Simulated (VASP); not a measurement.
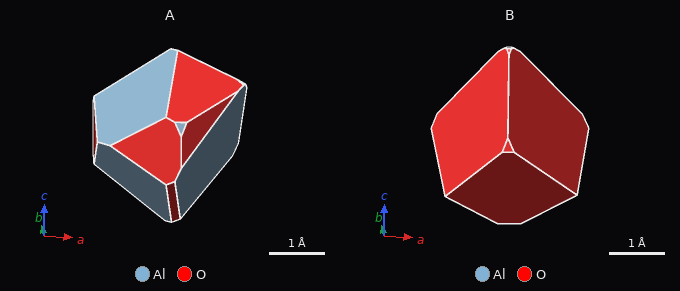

Computed Voronoi cells of the 2 sites of this structure, drawn to one scale and in one orientation; each face has the colour of the neighbour behind it.

Al2O3, space group R-3c:H (No. 167), a = 4.809 Å, b = 4.809 Å, c = 13.122 Å, α = 90.00°, β = 90.00°, γ = 120.00°

| site | Wyckoff | x | y | z |
| --- | --- | --- | --- | --- |
| Al | 12c | 0.6667 | 0.3333 | 0.1857 |
| O | 18e | 0.9730 | 0.6397 | 0.0833 |

Origin: the geometry relaxed with VASP Kohn-Sham DFT of a periodic cell, BEEF-vdW, VASP PAW PBE potentials, recommended (VASP 6.6.1).

> Which cell belongs to which site?

A is O (16 faces above 1 % of the solid angle, 9.7 Å³, mostly facing Al); B is Al (6 faces above 1 % of the solid angle, 7.4 Å³, mostly facing O).
